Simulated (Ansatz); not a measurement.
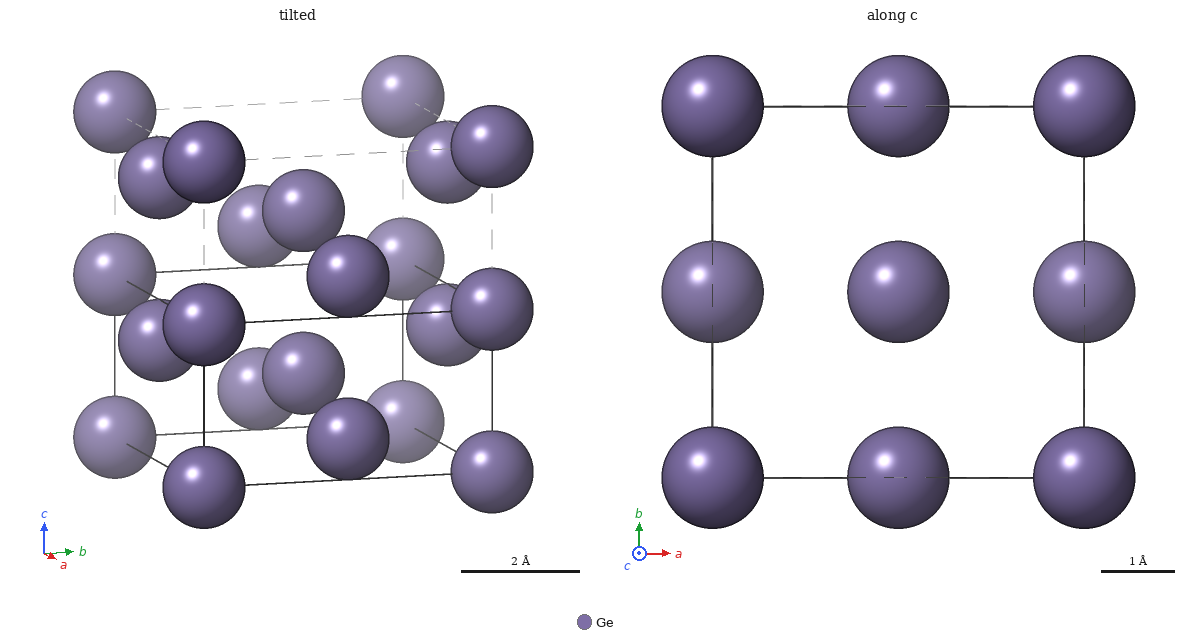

The figure gives a spheres-only picture of the atoms, viewed slightly off an axis and along the c axis. The conventional unit cell (solid box) is repeated to 1×1×2 cells.

Explain the picture.

- The element is germanium.
- The structure has I4_1/amd (No. 141) symmetry and a body-centred tetragonal lattice.
- The prototype is β-tin type.
- The cell holds four atoms.
- Around each Ge lie six Ge at about 2.7 to 2.8 Å.

Provenance: a structure listed in the Materials Project. Earlier steps of the study, as a rule a relaxation of our own, may have changed the cell and positions, so they can lie some per cent off the listed ones. Ansatz was used for an electronic-structure calculation on it.
